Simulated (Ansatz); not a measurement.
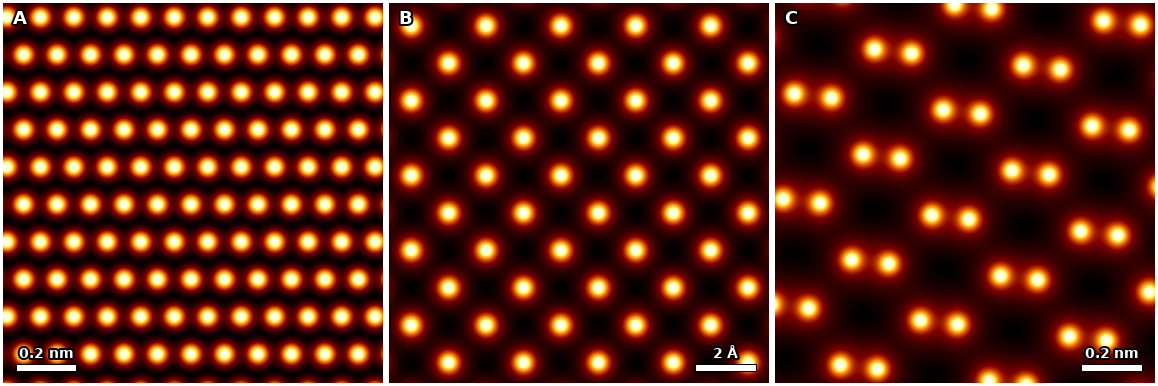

Three views of Co (Fd-3m, No. 227) along different zone axes. Computed as the sum of neutral-atom potentials (tabulated electron scattering factors, B = 0.3 Å²) projected along the beam and smoothed by 0.25 Å; brighter is more positive. The display is stretched by a gamma of 0.7; percentages refer to the linear signal. Model: coordinates from a relaxation with Ansatz 0.2.0, DFT, revPBE, plane waves (420 eV) with PAW, scalar-relativistic; the starting structure was generated, so it need not be a known form of this composition.

```
Co
1.0
     5.12111    0.00000    0.00000
     0.00000    5.12111    0.00000
     0.00000    0.00000    5.12111
Co
8
Cartesian
  3.8408 3.8408 3.8408
  0.0000 2.5606 0.0000
  3.8408 1.2803 1.2803
  0.0000 0.0000 2.5606
  1.2803 3.8408 1.2803
  2.5606 2.5606 2.5606
  1.2803 1.2803 3.8408
  2.5606 0.0000 0.0000
```

Question: Match the panels to the zone axes [001], [110] and [210].

Answer: A is [210]: projected cell 1.15 × 1.40 Å, 114°, plane group c2mm. B is [001]: projected cell 1.81 × 1.81 Å, 90°, plane group p4mm. C is [110]: projected cell 3.14 × 3.14 Å, 109°, plane group c2mm.
